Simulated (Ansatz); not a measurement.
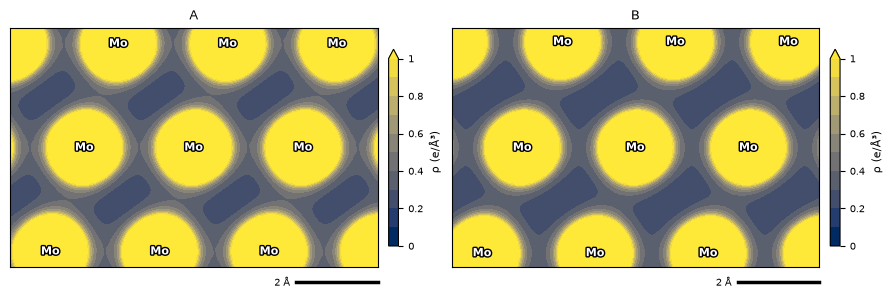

Mo. The valence electron density of two cells that differ in size and shape, on the (101̄) plane of each (indices in the axes of the calculation cell), at one length scale and on one colour scale; one has 15.0 and the other 16.6 Å³ an atom.

Space group I4/mmm; computed without spin polarisation.

Theory: DFT PBE, scalar-relativistic, plane waves, PAW in Ansatz 0.2.0.

Core electrons are frozen (PAW), and the valence fields are smoothed inside the atomic spheres.

The larger cell:

```
Mo
1.0
    -1.58022    1.58022    1.65923
     1.58022   -1.58022    1.65923
     1.58022    1.58022   -1.65923
Mo
1
Direct
  0.00000 0.00000 0.00000
```

The smaller cell: a = 2.692 Å, b = 2.692 Å, c = 2.692 Å, α = 108.12°, β = 108.12°, γ = 112.22°.

### Which is the denser cell? Describe the effect of the change.

Panel A is the smaller cell, by 10 % in volume. From the larger cell to the smaller, Mo–Mo goes from 2.78 to 2.69 Å, and the density at its midpoint from 0.34 to 0.4 e/Å³; the pressure goes from −11 to 15 GPa.
